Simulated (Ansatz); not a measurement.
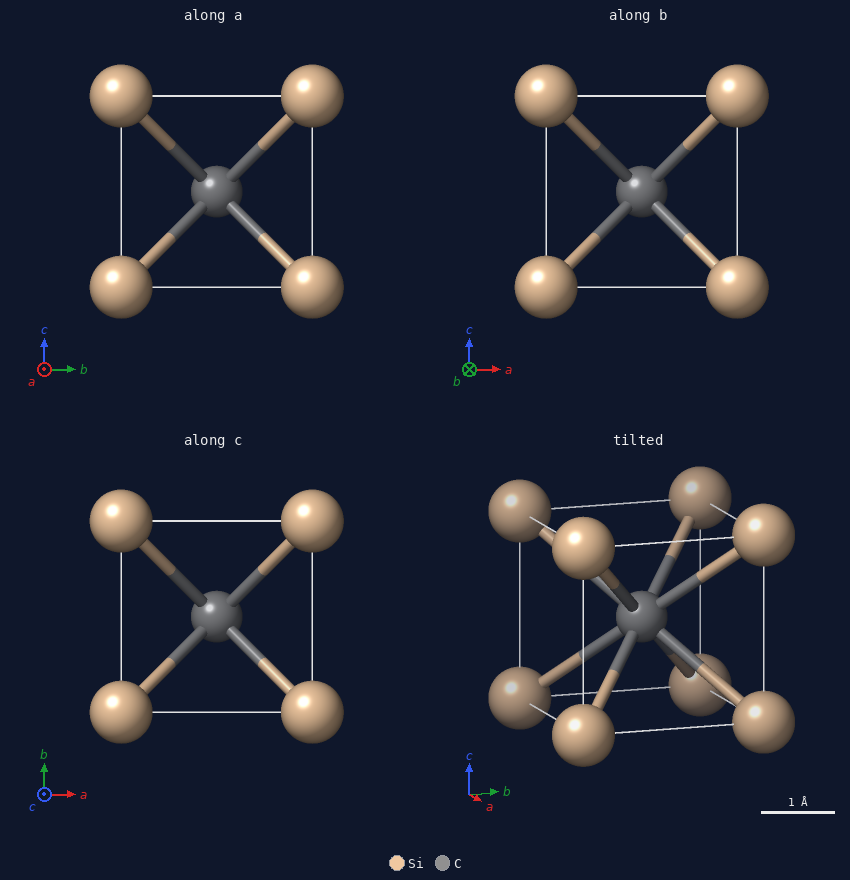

The image is a ball-and-stick drawing of a crystal, viewed along the a axis, along the b axis, along the c axis and slightly off an axis. The edges of the conventional unit cell are marked.

Lattice parameters: a = 2.6201 Å, b = 2.6201 Å, c = 2.6201 Å, α = 90.000°, β = 90.000°, γ = 90.000°.

Express the structure as a CIF with its space group and independent sites.

```cif
data_structure
_symmetry_space_group_name_H-M 'P m -3 m'
_symmetry_Int_Tables_number 221
_cell_length_a 2.6201
_cell_length_b 2.6201
_cell_length_c 2.6201
_cell_angle_alpha 90.000
_cell_angle_beta 90.000
_cell_angle_gamma 90.000
_cell_volume 17.99
loop_
_atom_site_label
_atom_site_type_symbol
_atom_site_symmetry_multiplicity
_atom_site_Wyckoff_symbol
_atom_site_fract_x
_atom_site_fract_y
_atom_site_fract_z
_atom_site_occupancy
Si1 Si 1 a 0.0000 0.0000 0.0000 1
C1 C 1 b 0.5000 0.5000 0.5000 1
```

Starting structure: a structure type filled with these elements by a generator (whether the compound takes this form wasn't checked). The geometry was optimised with Ansatz 0.2.0, DFT, r2SCAN, plane waves, PAW.
